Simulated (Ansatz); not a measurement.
**Single-point calculation, with input and output: Sr$_{27}$Ti$_{27}$O$_{80}$ (charge +2) (part 1 of 2)**

System: Sr$_{27}$Ti$_{27}$O$_{80}$ (defect cell, 134 atoms in the cell, total charge +2).
Method: DFT, HSE06, PAW, plane waves (Ansatz 0.2.0).

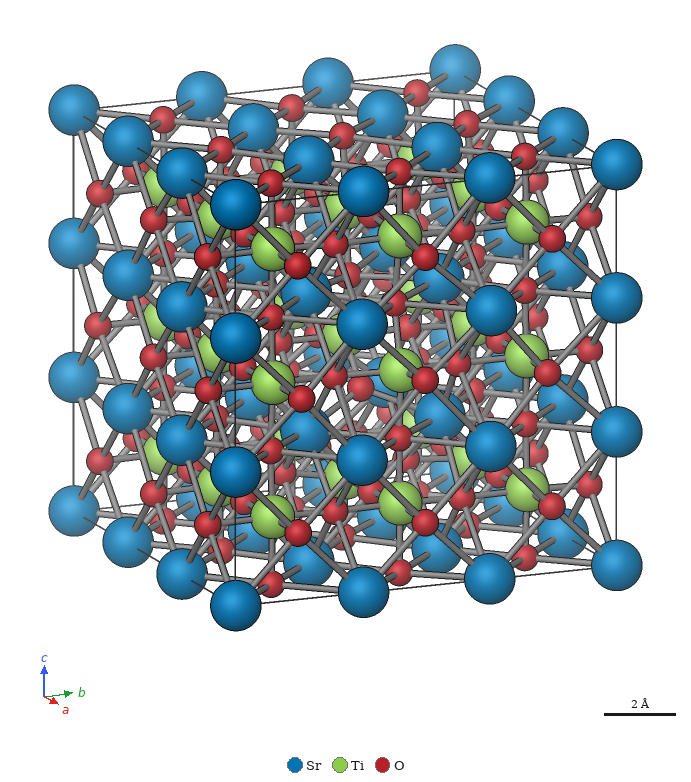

Figure 1. The structure as given in the input (ball-and-stick view of the cell of the calculation, seen slightly off an axis).

## Input
```yaml
crystal:
  lattice:
    - [11.674231, 0.000000, 0.000000]
    - [0.000000, 11.674231, 0.000000]
    - [0.000000, 0.000000, 11.674231]
  atoms:
    - { symbol: Sr, position: [0.001691, 0.001256, 0.001601] }
    - { symbol: Sr, position: [0.000457, 0.001576, 0.334454] }
    - { symbol: Sr, position: [0.000726, 0.001494, 0.668724] }
    - { symbol: Sr, position: [0.002925, 0.335875, 0.001554] }
    - { symbol: Sr, position: [0.002590, 0.332089, 0.331299] }
    - { symbol: Sr, position: [0.004667, 0.331413, 0.670997] }
    - { symbol: Sr, position: [0.002433, 0.667281, 0.001914] }
    - { symbol: Sr, position: [0.002303, 0.670316, 0.331525] }
    - { symbol: Sr, position: [0.003940, 0.671146, 0.670983] }
    - { symbol: Sr, position: [0.334976, 0.001509, 0.002390] }
    - { symbol: Sr, position: [0.335601, 0.001082, 0.335684] }
    - { symbol: Sr, position: [0.335891, 0.001351, 0.668488] }
    - { symbol: Sr, position: [0.332451, 0.331433, 0.999541] }
    - { symbol: Sr, position: [0.330456, 0.324919, 0.332820] }
    - { symbol: Sr, position: [0.332435, 0.326073, 0.671313] }
    - { symbol: Sr, position: [0.332274, 0.671185, 0.999694] }
    - { symbol: Sr, position: [0.330702, 0.676889, 0.332849] }
    - { symbol: Sr, position: [0.331901, 0.676876, 0.671329] }
    - { symbol: Sr, position: [0.669021, 0.001339, 0.001908] }
    - { symbol: Sr, position: [0.667798, 0.000986, 0.335456] }
    - { symbol: Sr, position: [0.667800, 0.001167, 0.667733] }
    - { symbol: Sr, position: [0.673079, 0.332396, 0.999525] }
    - { symbol: Sr, position: [0.672847, 0.324631, 0.328054] }
    - { symbol: Sr, position: [0.670057, 0.326726, 0.672216] }
    - { symbol: Sr, position: [0.672557, 0.669744, 0.999560] }
    - { symbol: Sr, position: [0.671676, 0.676697, 0.329141] }
    - { symbol: Sr, position: [0.670078, 0.674960, 0.671266] }
    - { symbol: Ti, position: [0.168798, 0.167763, 0.168239] }
    - { symbol: Ti, position: [0.168281, 0.168260, 0.502252] }
    - { symbol: Ti, position: [0.168523, 0.167468, 0.836297] }
    - { symbol: Ti, position: [0.170424, 0.501964, 0.172453] }
    - { symbol: Ti, position: [0.173014, 0.502283, 0.500848] }
    - { symbol: Ti, position: [0.172114, 0.501873, 0.834638] }
    - { symbol: Ti, position: [0.168509, 0.836298, 0.168239] }
    - { symbol: Ti, position: [0.167660, 0.836630, 0.502239] }
    - { symbol: Ti, position: [0.168242, 0.836562, 0.836254] }
    - { symbol: Ti, position: [0.502381, 0.167982, 0.168417] }
    - { symbol: Ti, position: [0.502261, 0.167524, 0.501946] }
    - { symbol: Ti, position: [0.502692, 0.168643, 0.835820] }
    - { symbol: Ti, position: [0.503261, 0.500731, 0.154301] }
    - { symbol: Ti, position: [0.492314, 0.502003, 0.506211] }
    - { symbol: Ti, position: [0.504562, 0.502151, 0.828306] }
    - { symbol: Ti, position: [0.502150, 0.834808, 0.168187] }
    - { symbol: Ti, position: [0.502074, 0.835788, 0.501998] }
    - { symbol: Ti, position: [0.502499, 0.835970, 0.835995] }
    - { symbol: Ti, position: [0.836748, 0.167640, 0.167725] }
    - { symbol: Ti, position: [0.835270, 0.168946, 0.501999] }
    - { symbol: Ti, position: [0.836688, 0.167863, 0.835531] }
    - { symbol: Ti, position: [0.837504, 0.501867, 0.168479] }
    - { symbol: Ti, position: [0.845615, 0.500932, 0.501615] }
    - { symbol: Ti, position: [0.835477, 0.501870, 0.834587] }
    - { symbol: Ti, position: [0.836246, 0.836012, 0.167950] }
    - { symbol: Ti, position: [0.835409, 0.834817, 0.501994] }
    - { symbol: Ti, position: [0.836307, 0.835904, 0.835509] }
    - { symbol: O, position: [0.165237, 0.165432, 0.999264] }
    - { symbol: O, position: [0.165394, 0.164840, 0.332285] }
    - { symbol: O, position: [0.164098, 0.166647, 0.666154] }
    - { symbol: O, position: [0.175671, 0.498902, 0.997860] }
    - { symbol: O, position: [0.149133, 0.499039, 0.333028] }
    - { symbol: O, position: [0.178732, 0.498115, 0.661258] }
    - { symbol: O, position: [0.164940, 0.832048, 0.999209] }
    - { symbol: O, position: [0.165130, 0.832780, 0.332353] }
    - { symbol: O, position: [0.164266, 0.831634, 0.666210] }
    - { symbol: O, position: [0.499019, 0.175982, 0.002369] }
    - { symbol: O, position: [0.497586, 0.162402, 0.334177] }
    - { symbol: O, position: [0.498123, 0.161056, 0.669389] }
    - { symbol: O, position: [0.487108, 0.499984, 0.001813] }
    - { symbol: O, position: [0.523869, 0.498827, 0.662722] }
    - { symbol: O, position: [0.499324, 0.821987, 0.002153] }
    - { symbol: O, position: [0.497784, 0.836270, 0.334163] }
    - { symbol: O, position: [0.497776, 0.837888, 0.669588] }
    - { symbol: O, position: [0.832274, 0.165787, 0.998740] }
    - { symbol: O, position: [0.832250, 0.164152, 0.332230] }
    - { symbol: O, position: [0.832385, 0.166151, 0.665309] }
    - { symbol: O, position: [0.839617, 0.498805, 0.996112] }
    - { symbol: O, position: [0.840206, 0.498107, 0.332234] }
    - { symbol: O, position: [0.809039, 0.498882, 0.661180] }
    - { symbol: O, position: [0.832534, 0.831581, 0.998750] }
    - { symbol: O, position: [0.832486, 0.833978, 0.332185] }
    - { symbol: O, position: [0.832716, 0.831522, 0.665415] }
    - { symbol: O, position: [0.999651, 0.165651, 0.165731] }
    - { symbol: O, position: [0.996324, 0.176175, 0.498454] }
    - { symbol: O, position: [0.999284, 0.164635, 0.832625] }
    - { symbol: O, position: [0.000827, 0.498993, 0.158367] }
    - { symbol: O, position: [0.998206, 0.499493, 0.513179] }
    - { symbol: O, position: [0.000587, 0.499084, 0.820797] }
    - { symbol: O, position: [0.999591, 0.831651, 0.165615] }
    - { symbol: O, position: [0.996600, 0.821806, 0.498593] }
    - { symbol: O, position: [0.999323, 0.832669, 0.832700] }
    - { symbol: O, position: [0.332820, 0.166226, 0.165416] }
    - { symbol: O, position: [0.329287, 0.159970, 0.500520] }
    - { symbol: O, position: [0.332221, 0.166132, 0.833770] }
    - { symbol: O, position: [0.336032, 0.498635, 0.188791] }
    - { symbol: O, position: [0.336278, 0.499237, 0.471052] }
    - { symbol: O, position: [0.336245, 0.498480, 0.823271] }
    - { symbol: O, position: [0.332779, 0.831884, 0.165204] }
    - { symbol: O, position: [0.329087, 0.838417, 0.500296] }
    - { symbol: O, position: [0.332232, 0.831824, 0.834257] }
    - { symbol: O, position: [0.665580, 0.165075, 0.165888] }
    - { symbol: O, position: [0.664342, 0.162716, 0.500176] }
    - { symbol: O, position: [0.665907, 0.165698, 0.833261] }
    - { symbol: O, position: [0.666392, 0.498482, 0.158330] }
    - { symbol: O, position: [0.599379, 0.499713, 0.399495] }
    - { symbol: O, position: [0.664848, 0.498527, 0.847577] }
    - { symbol: O, position: [0.665731, 0.833052, 0.165621] }
    - { symbol: O, position: [0.664473, 0.835412, 0.500466] }
    - { symbol: O, position: [0.665884, 0.832230, 0.833221] }
    - { symbol: O, position: [0.166071, 0.999095, 0.164637] }
    - { symbol: O, position: [0.153192, 0.999306, 0.499697] }
    - { symbol: O, position: [0.165991, 0.999211, 0.832126] }
    - { symbol: O, position: [0.167041, 0.332466, 0.165414] }
    - { symbol: O, position: [0.168775, 0.333432, 0.497537] }
    - { symbol: O, position: [0.165638, 0.332455, 0.832270] }
    - { symbol: O, position: [0.167537, 0.665381, 0.165399] }
    - { symbol: O, position: [0.169160, 0.664454, 0.498248] }
    - { symbol: O, position: [0.166203, 0.665311, 0.831659] }
    - { symbol: O, position: [0.498779, 0.999274, 0.162187] }
    - { symbol: O, position: [0.496962, 0.999376, 0.501700] }
    - { symbol: O, position: [0.498804, 0.999289, 0.844723] }
    - { symbol: O, position: [0.499803, 0.337282, 0.182052] }
    - { symbol: O, position: [0.490917, 0.330477, 0.506165] }
    - { symbol: O, position: [0.499001, 0.333636, 0.830547] }
    - { symbol: O, position: [0.499791, 0.660960, 0.182256] }
    - { symbol: O, position: [0.490823, 0.668405, 0.506860] }
    - { symbol: O, position: [0.499177, 0.664326, 0.829804] }
    - { symbol: O, position: [0.833369, 0.999110, 0.163660] }
    - { symbol: O, position: [0.836405, 0.999128, 0.499678] }
    - { symbol: O, position: [0.832265, 0.999048, 0.831462] }
    - { symbol: O, position: [0.833142, 0.331834, 0.164633] }
    - { symbol: O, position: [0.817328, 0.336873, 0.497416] }
    - { symbol: O, position: [0.833217, 0.332286, 0.830206] }
    - { symbol: O, position: [0.832785, 0.665787, 0.165169] }
    - { symbol: O, position: [0.817620, 0.661004, 0.496848] }
    - { symbol: O, position: [0.832727, 0.665482, 0.830207] }
  symmetry: { detect: false }
kpoints:
  mp_grid: { grid: [1, 1, 1], shift: [0.25, 0.25, 0.25] }
hamiltonian:
  xc: hse06
total_charge: 2
scf:
  occupations: { method: fermi_dirac, width: 0.01 }
output:
  forces: true
  eigenvalues: true
  populations: true
  charged_corrections: { epsilon: 300 }
  eigenstates: { kpoints: [[0.25, 0.25, 0.25]], e_range: [-6.0, 6.0], localisation: true }
```

Launch command:
```bash
ansatz run in.yaml --threads 32 --pin off --max-ram 171000MiB --runs-dir r --events-out ev --progress --plain --backend cuda --devices 0,
```

## The program's output
```
Pseudopotentials: kind: paw
Functional definition: HSE06
  parameter a = 0.25
  parameter omega = 0.11/bohr
  exchange = pbe_x - a*pbe_x_sr(omega) + a*exact_x_sr(omega)
  correlation = pbe_c
Crystal: 134 atoms, lattice volume = 1591.054 Å³
Basis set: ecut = 420 eV, 31103 PW (Γ), exchange–correlation on 160×160×160 points (8 copies of the dense FFT grid, shifted against one another)
Bands: 670, of which v1, the nominal top of the filled ones, is band 536 counted from 1 (535 counted from 0)
Symmetry: 1 space group operations
k-points: 1
Non-local potential: Sr, projectors of the file, l = 0: 3, l = 1: 2, l = 2: 2
Non-local potential: Ti, projectors of the file, l = 0: 3, l = 1: 2, l = 2: 3, l = 3: 1
Non-local potential: O, projectors of the file, l = 0: 2, l = 1: 2, l = 2: 1
PAW form: soft (Blöchl's): semilocal exchange-correlation on the pseudo side does not see the compensation charge
PAW frozen core: Sr, regenerated for the run's functional, and the local potential with it (the file was generated under x = pbe(κ = 0.804, μ = 0.2195149727645171), c = pbe(β = 0.06672455060314922))
PAW frozen core: Ti, regenerated for the run's functional, and the local potential with it (the file was generated under x = pbe(κ = 0.804, μ = 0.2195149727645171), c = pbe(β = 0.06672455060314922))
PAW frozen core: O, regenerated for the run's functional, and the local potential with it (the file was generated under x = pbe(κ = 0.804, μ = 0.2195149727645171), c = pbe(β = 0.06672455060314922))
PAW one-centre angular grid: Sr, 110 points (default); XC on 64 Gauss nodes
PAW one-centre angular grid: Ti, 590 points (default); XC on 64 Gauss nodes
PAW one-centre angular grid: O, 110 points (default); XC on 96 Gauss nodes
Initial density: superposition of atomic densities (neutral atoms scaled as one to the charged cell's electrons: chi_scale 0, normalization atom), corrected by the library's trained network
Initial wavefunctions: pseudopotential atomic-orbital guess
Functional: x = pbe(κ = 0.804, μ = 0.2195149727645171), c = pbe(β = 0.06672455060314922), warm-up for x = pbe(κ = 0.804, μ = 0.2195149727645171) + 0.25 (exact − pbe) at short range (hse, ω = 0.20786987370883472 Å⁻¹), c = pbe(β = 0.06672455060314922); HSE06 as pw.x's `hse` composes it (authors' and Libxc's form: `xc: wpbeh`)
SCF iter   1: F=—  HF=-208824.770698 eV  |F-HF|=—  |Δ(HF+E_count)|=         —  Δρ=3.97e-3  dr2=1.87e-1  ethr=1.77e-3  ⟨swp⟩=16.0  Hψ=3049  notcnv=0
preconditioner: auto → none  [insulator: Δε(μ)=2.356 eV  Ē_g=12.170 eV  σ=0.010 eV  W_gap=1.00  n_scr=460 (ndim 8)  ℏωp=26.4 eV  f_vac=0.001  D(μ)=0.00/eV (n_scr^D=0)]
SCF iter   2: F=—  HF=-208824.785487 eV  |F-HF|=—  |Δ(HF+E_count)|=   1.48e-2  Δρ=1.66e-3  dr2=3.25e-2  ethr=1.75e-5  ⟨swp⟩=12.0  Hψ=2529  notcnv=0  defer=17
SCF iter   3: F=—  HF=-208824.785169 eV  |F-HF|=—  |Δ(HF+E_count)|=   3.18e-4  Δρ=6.59e-4  dr2=4.80e-3  ethr=3.03e-6  ⟨swp⟩=12.0  Hψ=1706  notcnv=0  defer=11
iter 4 solved again at ethr=1.32e-8 eV; its pass at ethr=4.48e-7 eV (dr2=1.41e-4 eV) is discarded
SCF iter   4: F=-208824.786221 eV  HF=-208824.786306 eV  |F-HF|=8.51e-5  |Δ(HF+E_count)|=   1.14e-3  Δρ=1.08e-4  dr2=1.59e-4  ethr=1.32e-8  ⟨swp⟩=7.0  Hψ=3210  notcnv=0  defer=6
SCF 1 stopped early in 4 iterations: F = -208824.786221 eV  dr2 = 1.59e-4
  greatest PAW one-centre occupation: 0.999 electrons in one spin orbital (limit 2), on the Ti atom at site 27 (counted from 0), in its partial waves of l = 0
Initial density: handed on by an earlier stage of this run
Initial wavefunctions: those handed on with the density
Functional: x = pbe(κ = 0.804, μ = 0.2195149727645171) + 0.25 (exact − pbe) at short range (hse, ω = 0.20786987370883472 Å⁻¹), c = pbe(β = 0.06672455060314922); HSE06 as pw.x's `hse` composes it (authors' and Libxc's form: `xc: wpbeh`)
Exchange kernel: α = 0.2500, screened, ω = 0.2079 Å⁻¹, Wigner–Seitz truncation, v(0) = 970.2098 eV·Å³, q-mesh 1×1×1, nearest image of the exchange supercell L = 11.67 Å, pair-density grid 60×60×60, without the augmentation charges, whose exchange is taken in its separable form (sized by the pseudopotential files, 80×80×80 at the most)
Frozen-core exchange: fock
SCF iter   1: F=—  HF=-208875.832686 eV  |F-HF|=—  |Δ(HF+E_count)|=         —  Δρ=2.73e-2  dr2=1.76e1  ethr=1.48e-7  ⟨swp⟩=20.0  Hψ=4282  notcnv=1
preconditioner: auto → none  [insulator: Δε(μ)=4.684 eV  Ē_g=15.072 eV  σ=0.010 eV  W_gap=1.00  n_scr=460 (ndim 8)  ℏωp=26.4 eV  f_vac=0.002  D(μ)=0.00/eV (n_scr^D=0)]
SCF iter   2: F=—  HF=-208873.953780 eV  |F-HF|=—  |Δ(HF+E_count)|=    1.88e0  Δρ=2.83e-2  dr2=1.35e1  ethr=1.48e-7  ⟨swp⟩=15.0  Hψ=4334  notcnv=0
SCF iter   3: F=—  HF=-208871.199152 eV  |F-HF|=—  |Δ(HF+E_count)|=    2.75e0  Δρ=4.02e-3  dr2=3.30e-1  ethr=1.48e-7  ⟨swp⟩=10.0  Hψ=3661  notcnv=0  defer=3
SCF iter   4: F=—  HF=-208871.886122 eV  |F-HF|=—  |Δ(HF+E_count)|=   6.87e-1  Δρ=3.01e-3  dr2=1.98e-1  ethr=1.48e-7  ⟨swp⟩=6.0  Hψ=3037  notcnv=0
SCF iter   5: F=—  HF=-208871.842307 eV  |F-HF|=—  |Δ(HF+E_count)|=   4.38e-2  Δρ=1.18e-3  dr2=3.68e-2  ethr=1.48e-7  ⟨swp⟩=6.0  Hψ=2981  notcnv=0
SCF iter   6: F=—  HF=-208871.836817 eV  |F-HF|=—  |Δ(HF+E_count)|=   5.49e-3  Δρ=5.46e-4  dr2=3.40e-3  ethr=1.48e-7  ⟨swp⟩=5.0  Hψ=2406  notcnv=0
SCF iter   7: F=—  HF=-208871.845425 eV  |F-HF|=—  |Δ(HF+E_count)|=   8.61e-3  Δρ=4.11e-4  dr2=2.31e-3  ethr=1.48e-7  ⟨swp⟩=6.0  Hψ=2050  notcnv=0
SCF iter   8: F=-208871.844740 eV  HF=-208871.844902 eV  |F-HF|=1.62e-4  |Δ(HF+E_count)|=   5.23e-4  Δρ=1.11e-4  dr2=2.29e-4  ethr=1.48e-7  ⟨swp⟩=5.0  Hψ=1472  notcnv=0
SCF 2 stopped early in 8 iterations: F = -208871.844740 eV  dr2 = 2.29e-4
  Residual-converged pass: ⟨swp⟩=5.0  Hψ=2251  notcnv=0  max |occ|·‖R‖ = 5.1e-6 eV (tolerance 6.7e-6 eV)  dr2=2.28e-4  dr2_onsite=1.55e-5  max |Δocc| = 0.0e0
  greatest PAW one-centre occupation: 1.000 electrons in one spin orbital (limit 2), on the Ti atom at site 27 (counted from 0), in its partial waves of l = 0
hybrid outer 1: dexx = +7.750e-1 eV, tail = 1.44e-3 eV
SCF iter   1: F=—  HF=-208871.829283 eV  |F-HF|=—  |Δ(HF+E_count)|=         —  Δρ=7.71e-5  dr2=5.35e-5  ethr=6.73e-7  ⟨swp⟩=12.0  Hψ=1552  notcnv=0
preconditioner: auto → none  [insulator: Δε(μ)=3.884 eV  Ē_g=14.404 eV  σ=0.010 eV  W_gap=1.00  n_scr=460 (ndim 8)  ℏωp=26.4 eV  f_vac=0.003  D(μ)=0.00/eV (n_scr^D=0)]
SCF iter   2: F=—  HF=-208871.829281 eV  |F-HF|=—  |Δ(HF+E_count)|=   1.80e-6  Δρ=3.27e-5  dr2=1.16e-5  ethr=3.58e-9  ⟨swp⟩=4.0  Hψ=1537  notcnv=0
SCF iter   3: F=—  HF=-208871.829309 eV  |F-HF|=—  |Δ(HF+E_count)|=   2.72e-5  Δρ=2.52e-5  dr2=1.54e-5  ethr=7.47e-10  ⟨swp⟩=7.0  Hψ=1893  notcnv=0  defer=4
SCF iter   4: F=—  HF=-208871.829308 eV  |F-HF|=—  |Δ(HF+E_count)|=   7.90e-7  Δρ=1.89e-5  dr2=1.15e-5  ethr=7.47e-10  ⟨swp⟩=5.0  Hψ=1657  notcnv=0
SCF iter   5: F=—  HF=-208871.829305 eV  |F-HF|=—  |Δ(HF+E_count)|=   2.47e-6  Δρ=5.21e-6  dr2=9.51e-7  ethr=7.47e-10  ⟨swp⟩=3.0  Hψ=1285  notcnv=0
SCF iter   6: F=—  HF=-208871.829305 eV  |F-HF|=—  |Δ(HF+E_count)|=   1.26e-7  Δρ=1.28e-6  dr2=5.60e-8  ethr=6.47e-11  ⟨swp⟩=4.0  Hψ=1719  notcnv=0
SCF iter   7: F=—  HF=-208871.829305 eV  |F-HF|=—  |Δ(HF+E_count)|=   2.67e-7  Δρ=2.01e-6  dr2=6.13e-8  ethr=7.89e-12 (applied; sched 2.68e-12)  ⟨swp⟩=8.0  Hψ=1878  notcnv=0  defer=7
SCF iter   8: F=-208871.829305 eV  HF=-208871.829305 eV  |F-HF|=2.74e-9  |Δ(HF+E_count)|=   1.40e-8  Δρ=6.19e-7  dr2=4.52e-9  ethr=7.79e-12 (applied; sched 2.68e-12)  ⟨swp⟩=5.0  Hψ=1253  notcnv=0  defer=4
SCF 3 converged in 8 iterations: F = -208871.829305 eV  dr2 = 4.52e-9
  Residual-converged pass: ⟨swp⟩=3.0  Hψ=1439  notcnv=0  max |occ|·‖R‖ = 1.4e-6 eV (tolerance 2.3e-6 eV)  dr2=4.56e-9  dr2_onsite=4.12e-10  max |Δocc| = 0.0e0
```

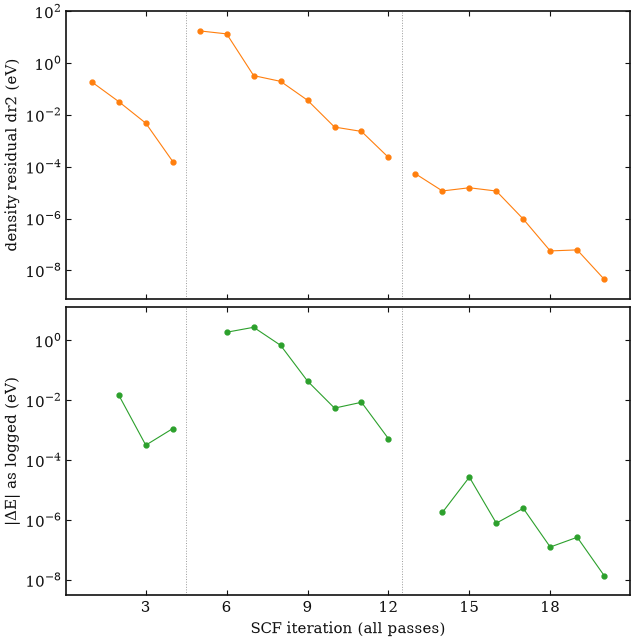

Figure 2. Convergence of the self-consistent field: density residual dr2 and size of the energy change against the SCF iteration. The run starts with a semilocal functional; after that each stretch between dotted lines is one SCF of the hybrid functional between two exact rebuilds of the exchange operator by the outer loop. Early passes are stopped at a loose threshold. The passes take 4, 8 and 8 iterations.

```
hybrid outer 2: dexx = +2.782e-5 eV, tail = 1.93e-7 eV, Δε = 7.45e-3 eV (about 9.79e-5 eV left of the loop's levels), ΔF = 1.11e-2 eV/Å (tail 9.31e-4)
NSCF: frozen V_eff on 1 k-points
hybrid SCF converged: 2 outer / 16 inner (+4 warm-up), last move |dexx| = 2.78e-5 eV, tail = 1.93e-7 eV
Stability not checked: this state was not tested for a lower state beside it, because the functional holds exact exchange (a hybrid, or Hartree-Fock), whose exchange loop this test does not read (fock_operator; see scf.lower_state_search)
Free energy (F): -208871.829306 eV
Harris-Foulkes:  -208871.829306 eV  (|F-HF|=2.74e-9)
Internal energy: -208871.829306 eV  (E = F + TS)
E sigma→0 (E₀):  -208871.829306 eV
Fermi energy:    10.850548 eV
```
